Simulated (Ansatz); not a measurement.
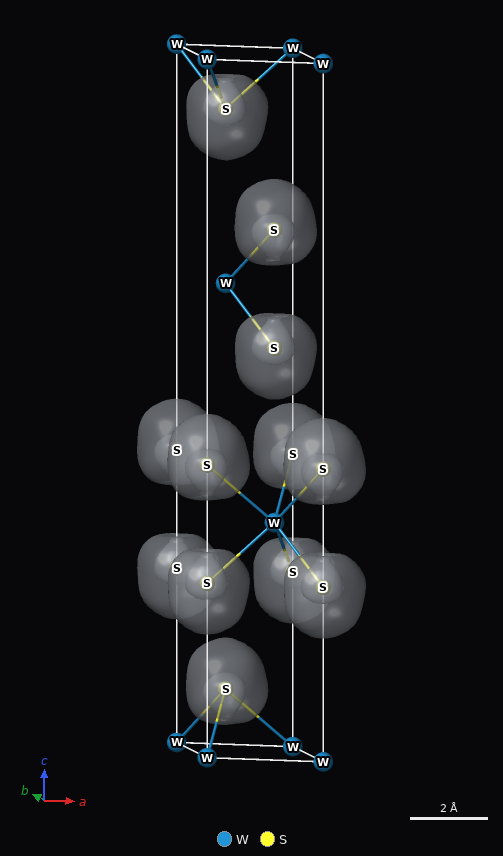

*WS2. Isosurface of the ELF at 0.7 (grey), seen slightly off an axis. Only the valence region is drawn (cores and ρ < 0.01 e/Å³ removed). Sticks mark near contacts.*

Space group R3m; not relaxed (largest force 0.6 eV/Å).

Method: Ansatz, DFT PBEsol, scalar-relativistic, plane waves, PAW.

Core electrons are frozen (PAW), and the valence fields are smoothed inside the atomic spheres.

> Where are the electrons localised?

At this value the surface marks out six regions wrapped around S (the valence shell of each), counted in one cell of 9 atoms. Any copies at cell faces, edges or corners count once. Along the contacts the grid gives the following. W–S (2.39 Å): the ELF peaks at about 0.85 in the valence shell of S, 0.8 Å from its nucleus, and is about 0.50 at the midpoint.

> Does the calculation make it a metal, or give it a gap?

It is gapped, with a Kohn–Sham gap of 1.0 eV on the k-point mesh (the band edges may lie off the mesh, which would make the gap smaller).
